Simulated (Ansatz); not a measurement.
## Geometry relaxation, with input and output: Sn₄O (part 1 of 2)

The run: geometry relaxation of Sn₄O (slab, 5 atoms in the cell). Method and program: DFT PBEsol, scalar-relativistic, plane waves, PAW, no spin polarisation (Ansatz 0.2.0).

The structure derives from an entry of the Crystallography Open Database. The input holds or restrains some coordinates. Forces given for the steps count only the free coordinates. It belongs to a series of runs on one base structure; here: O put at a top Sn site.

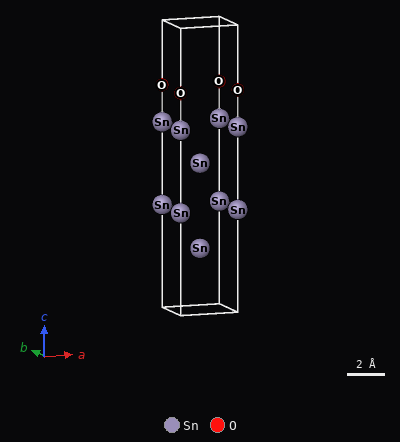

Fig. 1: The structure as given in the input (ball-and-stick view of the cell of the calculation, with the vacuum cut short, seen slightly off an axis). An atom can appear more than once, as a periodic image.

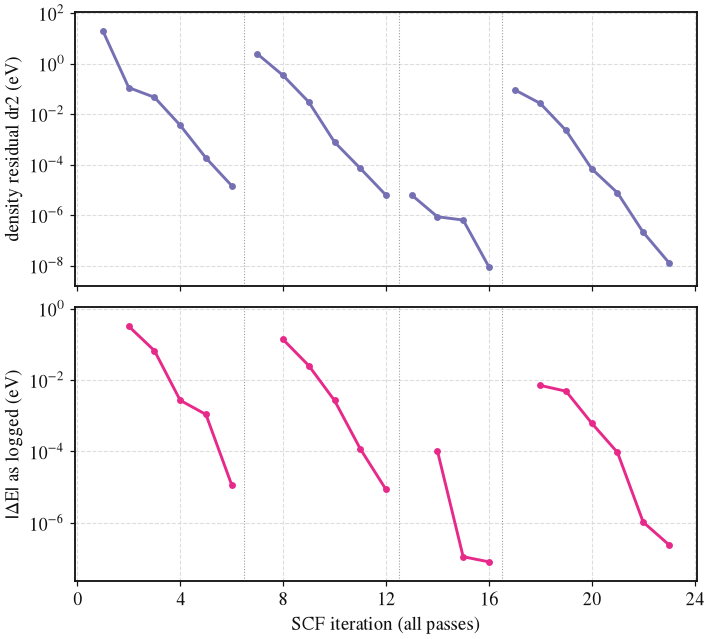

Fig. 2: Convergence of the self-consistent field: density residual dr2 and size of the energy change against the SCF iteration. The dotted lines part the SCF passes of the relaxation: geometry steps, rejected trials and re-solves on a re-selected basis. The passes take 6, 6, 4 and 7 iterations.

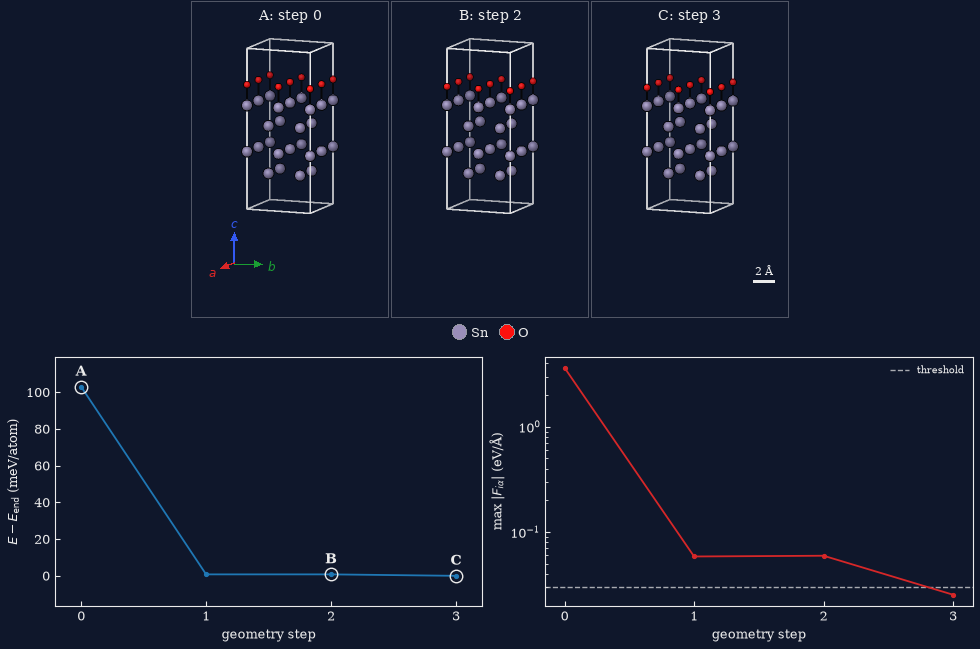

Fig. 3: Frames of the restrained relaxation (ball-and-stick view of the 2 × 2 repeat of the cell, with the vacuum cut short, seen slightly off an axis) above the curves, on which the letters mark them (the first geometry is step 0 here and step 1 in the log).

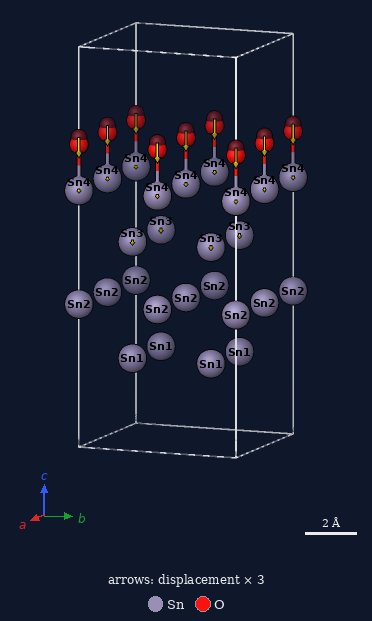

Fig. 4: Start (faint) and end (solid) with the displacements as yellow arrows, magnified 3 times (ball-and-stick view of the 2 × 2 repeat of the cell, with the vacuum cut short, seen slightly off an axis). The atom that moves furthest is O5 (0.29 Å). By element the largest moves are O 0.29 Å, Sn 0.08 Å. The lattice vectors keep their values. Among the contacts that change: Sn4–O5 2.060 → 1.838 Å. The energy falls by 103 meV per atom in 3 geometry steps. The largest force component goes from 3.6 to 0.025 eV/Å. (Atoms are counted from 1 in the order of the input.)

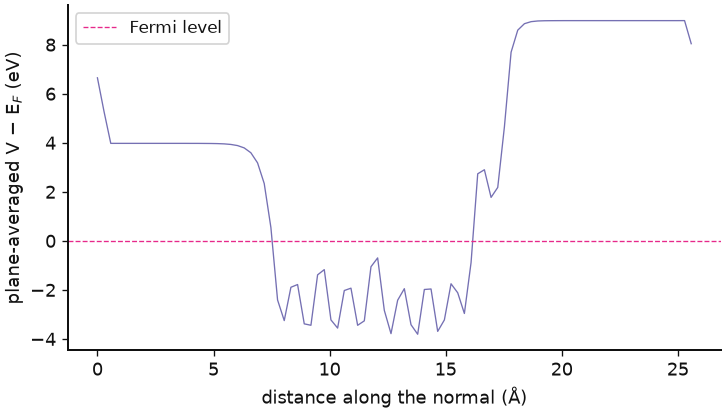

Fig. 5: Plane average of the electrostatic potential energy of an electron across the cell, from the Fermi level. The vacuum level lies 8.98 eV above the Fermi level on the upper side and 3.97 eV on the lower.

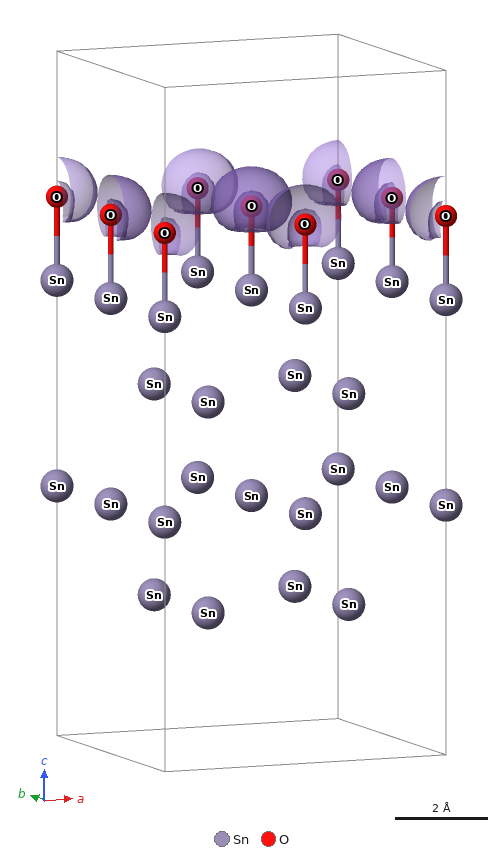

Fig. 6: Isosurface of the ELF at 0.75 (purple), seen slightly off an axis. Only the valence region is drawn (cores and ρ < 0.01 e/Å³ removed). Sticks mark near contacts. Profiles from the grid: Sn–O (1.84 Å): the ELF is about 0.30 at the midpoint (no shared pair; the contact is polar). In a PAW calculation such maps are meaningful between the atoms, not at the nuclei.

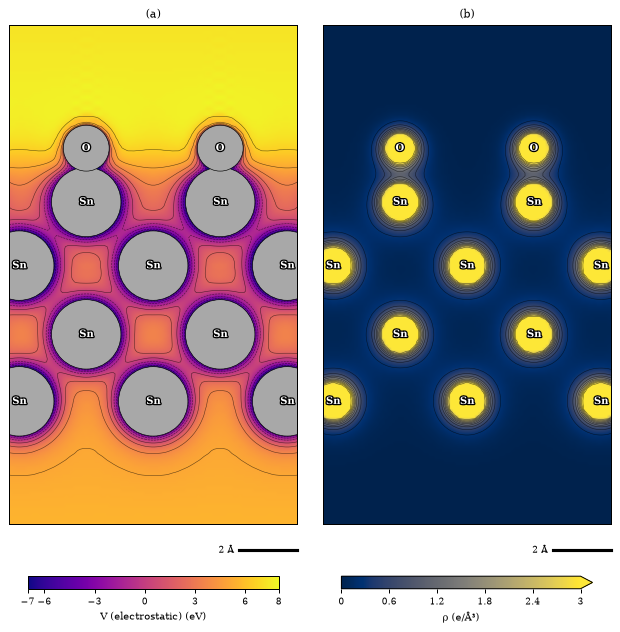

Fig. 7: (a) electrostatic potential energy of an electron; (b) valence electron density on the (110) plane of the calculation cell, a cut from vacuum to vacuum. Grey discs, where drawn, cover atomic cores. The section cuts through Sn and O sites. Sn–O (1.84 Å): ρ at the midpoint is about 1.1 e/Å³. The density dies away to nearly zero in the vacuum.

The input and output of the run follow.

### Input file
```yaml
crystal:
  lattice:
    - [3.4135078676, 0.0, 0.0]
    - [0.3483379192, 3.3956879504, 0.0]
    - [0.0, 0.0, 25.861735772]
  atoms:
    - { symbol: Sn, position: [0.5, 0.5, 0.3286709011] }
    - { symbol: Sn, position: [0.0, 0.0, 0.4171121904] }
    - { symbol: Sn, position: [0.5, 0.5, 0.5111548528] }
    - { symbol: Sn, position: [0.0, 0.0, 0.5944038012] }
    - { symbol: O, position: [0.0, 0.0, 0.6740581608] }
basis:
  ecutwfc: 420
kpoints:
  mp_grid: { grid: [9, 9, 1] }
hamiltonian:
  xc: pbesol
scf:
  occupations: { method: gaussian, width: 0.1 }
output:
  forces: true
  eigenvalues: true
  write_density: true
  write_potential: true
  elf: true
  volumetric_format: npy
relax:
  adjacent_minimum: "off"
  f_tol: 0.03
  max_steps: 70
  constraints: [{ sites: [0, 1] }]
efield:
  axis: 3
  dipole_correction: true
  ramp_width: 0.04
```

Command:
```bash
ansatz run input.yaml --threads 1 --pin off --max-ram 2560MiB --backend cpu --events-out ev --progress --plain --runs-dir out
```

### The program's output
```
Engine: ansatz 0.2.0, x86_64-unknown-linux-gnu
Pseudopotentials: kind: paw
Pseudopotential: Sn, paw, valence charge 14, recommended cutoff 420 eV (normal), Sn.paw.azcp
Pseudopotential: O, paw, valence charge 6, recommended cutoff 420 eV (normal), O.paw.azcp
Functional definition: PBEsol
  exchange = pbesol_x
  correlation = pbesol_c
Crystal: 5 atoms, lattice volume = 299.769 Å³
Basis set: ecut = 420 eV, 5917 PW (Γ), exchange–correlation on 48×48×360 points (8 copies of the dense FFT grid, shifted against one another)
Bands: 38, of which v1, the nominal top of the filled ones, is band 31 counted from 1 (30 counted from 0)
Symmetry: 4 space group operations
Space group: Cmm2 (ITA 35), of the structure as read, at distance tolerance 6.7e-5 Å
k-points: 25 of 81
Non-local potential: Sn, projectors of the file, l = 0: 2, l = 1: 2, l = 2: 2, l = 3: 2
Non-local potential: O, projectors of the file, l = 0: 2, l = 1: 2, l = 2: 1
PAW form: soft (Blöchl's): semilocal exchange-correlation on the pseudo side does not see the compensation charge
PAW frozen core: Sn, regenerated for the run's functional, and the local potential with it (the file was generated under x = pbe(κ = 0.804, μ = 0.2195149727645171), c = pbe(β = 0.06672455060314922))
PAW frozen core: O, regenerated for the run's functional, and the local potential with it (the file was generated under x = pbe(κ = 0.804, μ = 0.2195149727645171), c = pbe(β = 0.06672455060314922))
PAW one-centre angular grid: Sn, 590 points (default); XC on 64 Gauss nodes
PAW one-centre angular grid: O, 110 points (default); XC on 64 Gauss nodes
Initial density: superposition of atomic densities (neutral atoms: chi_scale 0, normalization atom), corrected by the library's trained network
Initial wavefunctions: pseudopotential atomic-orbital guess
Functional: x = pbesol(κ = 0.804, μ = 0.12345679012345678), c = pbesol(β = 0.046)
SCF iter   1: F=—  HF=-24356.129624 eV  |F-HF|=—  |Δ(HF+E_count)|=         —  Δρ=3.25e-2  dr2=1.90e1  ethr=1.77e-3  p=-0.370 e·Å  D=-2.23e-1 V/Å  ΔV_dip=5.77 eV  dr2_dipole=8.34e0  V_vac-E_F(+/−)=9.49/3.72 eV  ⟨swp⟩=9.8  Hψ=4715  notcnv=0
efield: sawtooth ramp at fractional position 0.9814 (placed from the atoms, in the widest stretch of the axis that holds none; the zero of the levels goes with the place), width 0.0400; the density the first Hamiltonian is built on has a dipole p = -0.370 e·Å; the dipole correction subtracts the counter field D = -2.23e-1 V/Å, which shifts the + side's vacuum level by +5.77 eV against the − side's; the planar-averaged density in the ramp window peaks in size at 4.7e-6 e/Å³
preconditioner: auto → LDOS  [metal: Δε(μ)=0.013 eV  Ē_g=17.919 eV  σ=0.100 eV  W_gap=0.07  n_scr=52 (ndim 8)  ℏωp=16.9 eV  f_vac=0.547  D(μ)=7.22/eV (n_scr^D=44)  β→1.0]
SCF iter   2: F=—  HF=-24355.808901 eV  |F-HF|=—  |Δ(HF+E_count)|=   3.21e-1  Δρ=5.80e-3  dr2=1.11e-1  ethr=1.77e-3  p=-0.333 e·Å  D=-2.01e-1 V/Å  ΔV_dip=5.20 eV  dr2_dipole=1.15e-2  V_vac-E_F(+/−)=9.18/3.98 eV  ⟨swp⟩=2.0  Hψ=1270  notcnv=0  defer=26
SCF iter   3: F=—  HF=-24355.875176 eV  |F-HF|=—  |Δ(HF+E_count)|=   6.63e-2  Δρ=3.79e-3  dr2=4.59e-2  ethr=1.79e-4  p=-0.327 e·Å  D=-1.97e-1 V/Å  ΔV_dip=5.10 eV  dr2_dipole=1.08e-2  V_vac-E_F(+/−)=9.09/3.99 eV  ⟨swp⟩=2.0  Hψ=1336  notcnv=0  defer=28
SCF iter   4: F=—  HF=-24355.872470 eV  |F-HF|=—  |Δ(HF+E_count)|=   2.71e-3  Δρ=8.28e-4  dr2=3.59e-3  ethr=7.40e-5  p=-0.326 e·Å  D=-1.97e-1 V/Å  ΔV_dip=5.09 eV  dr2_dipole=3.76e-5  V_vac-E_F(+/−)=9.08/3.99 eV  ⟨swp⟩=1.1  Hψ=925  notcnv=0  defer=28
SCF iter   5: F=—  HF=-24355.873556 eV  |F-HF|=—  |Δ(HF+E_count)|=   1.09e-3  Δρ=1.49e-4  dr2=1.83e-4  ethr=5.79e-6  p=-0.325 e·Å  D=-1.96e-1 V/Å  ΔV_dip=5.07 eV  dr2_dipole=3.72e-6  V_vac-E_F(+/−)=9.07/4.00 eV  ⟨swp⟩=2.0  Hψ=1132  notcnv=0  defer=27
SCF iter   6: F=-24355.873557 eV  HF=-24355.873568 eV  |F-HF|=1.10e-5  |Δ(HF+E_count)|=   1.17e-5  Δρ=4.79e-5  dr2=1.46e-5  ethr=3.63e-8  p=-0.325 e·Å  D=-1.96e-1 V/Å  ΔV_dip=5.07 eV  dr2_dipole=2.47e-6  V_vac-E_F(+/−)=9.07/4.00 eV  ⟨swp⟩=20.7  Hψ=11072  notcnv=0
SCF 1 converged in 6 iterations: F = -24355.873557 eV  dr2 = 1.46e-5
  greatest PAW one-centre occupation: 0.992 electrons in one spin orbital (limit 2), on the Sn atom at site 3 (counted from 0), in its partial waves of l = 2
relax step   1: F+E_penalty+E_count = -24355.87355659 eV  Δ(F+E_penalty+E_count) = +0.000e0 eV  max|allowed force component| = 3.630e0 eV/Å  Δτ_max = 0.0000 Å  (6 SCF iters, dr2 threshold 2.25e-5 eV, accepted)
Initial density: handed on by an earlier stage of this run
Initial wavefunctions: those handed on with the density
SCF iter   1: F=—  HF=-24356.549334 eV  |F-HF|=—  |Δ(HF+E_count)|=         —  Δρ=1.99e-2  dr2=2.40e0  ethr=3.10e-3  p=-0.325 e·Å  D=-1.96e-1 V/Å  ΔV_dip=5.07 eV  dr2_dipole=6.92e-1  V_vac-E_F(+/−)=9.15/4.08 eV  ⟨swp⟩=4.0  Hψ=2794  notcnv=0  defer=14
efield: sawtooth ramp at fractional position 0.9814 (handed on by an earlier solve), width 0.0400; the density the first Hamiltonian is built on has a dipole p = -0.325 e·Å; the dipole correction subtracts the counter field D = -1.96e-1 V/Å, which shifts the + side's vacuum level by +5.07 eV against the − side's; the planar-averaged density in the ramp window peaks in size at 1.3e-6 e/Å³
preconditioner: auto → LDOS  [metal: Δε(μ)=0.046 eV  Ē_g=18.138 eV  σ=0.100 eV  W_gap=0.25  n_scr=52 (ndim 8)  ℏωp=16.9 eV  f_vac=0.552  D(μ)=2.86/eV (n_scr^D=10)  β→1.0]
SCF iter   2: F=—  HF=-24356.412659 eV  |F-HF|=—  |Δ(HF+E_count)|=   1.37e-1  Δρ=9.59e-3  dr2=3.37e-1  ethr=3.10e-3  p=-0.316 e·Å  D=-1.91e-1 V/Å  ΔV_dip=4.93 eV  dr2_dipole=4.52e-2  V_vac-E_F(+/−)=8.86/3.93 eV  ⟨swp⟩=2.0  Hψ=1554  notcnv=0  defer=44
SCF iter   3: F=—  HF=-24356.387348 eV  |F-HF|=—  |Δ(HF+E_count)|=   2.53e-2  Δρ=2.41e-3  dr2=2.98e-2  ethr=5.44e-4  p=-0.321 e·Å  D=-1.94e-1 V/Å  ΔV_dip=5.01 eV  dr2_dipole=4.79e-3  V_vac-E_F(+/−)=8.97/3.96 eV  ⟨swp⟩=2.0  Hψ=1371  notcnv=0  defer=44
SCF iter   4: F=—  HF=-24356.384668 eV  |F-HF|=—  |Δ(HF+E_count)|=   2.68e-3  Δρ=2.78e-4  dr2=7.73e-4  ethr=4.81e-5  p=-0.321 e·Å  D=-1.94e-1 V/Å  ΔV_dip=5.02 eV  dr2_dipole=1.61e-4  V_vac-E_F(+/−)=8.98/3.96 eV  ⟨swp⟩=2.3  Hψ=1234  notcnv=0  defer=44
SCF iter   5: F=—  HF=-24356.384549 eV  |F-HF|=—  |Δ(HF+E_count)|=   1.19e-4  Δρ=8.27e-5  dr2=7.10e-5  ethr=1.25e-6  p=-0.321 e·Å  D=-1.94e-1 V/Å  ΔV_dip=5.02 eV  dr2_dipole=2.94e-5  V_vac-E_F(+/−)=8.98/3.96 eV  ⟨swp⟩=2.6  Hψ=1436  notcnv=0  defer=44
SCF iter   6: F=-24356.384554 eV  HF=-24356.384557 eV  |F-HF|=3.19e-6  |Δ(HF+E_count)|=   8.62e-6  Δρ=2.97e-5  dr2=6.12e-6  ethr=1.15e-7  p=-0.321 e·Å  D=-1.94e-1 V/Å  ΔV_dip=5.01 eV  dr2_dipole=1.15e-6  V_vac-E_F(+/−)=8.98/3.97 eV  ⟨swp⟩=22.3  Hψ=11283  notcnv=0
SCF 2 converged in 6 iterations: F = -24356.384554 eV  dr2 = 6.12e-6
relax step   2: F+E_penalty+E_count = -24356.38455398 eV  Δ(F+E_penalty+E_count) = -5.110e-1 eV  max|allowed force component| = 5.867e-2 eV/Å  Δτ_max = 0.1939 Å  (6 SCF iters, dr2 threshold 1.00e-4 eV, accepted)
iter 1 solved again at ethr=9.99e-9 eV; its pass at ethr=3.10e-3 eV (dr2=6.19e-6 eV) is discarded
```
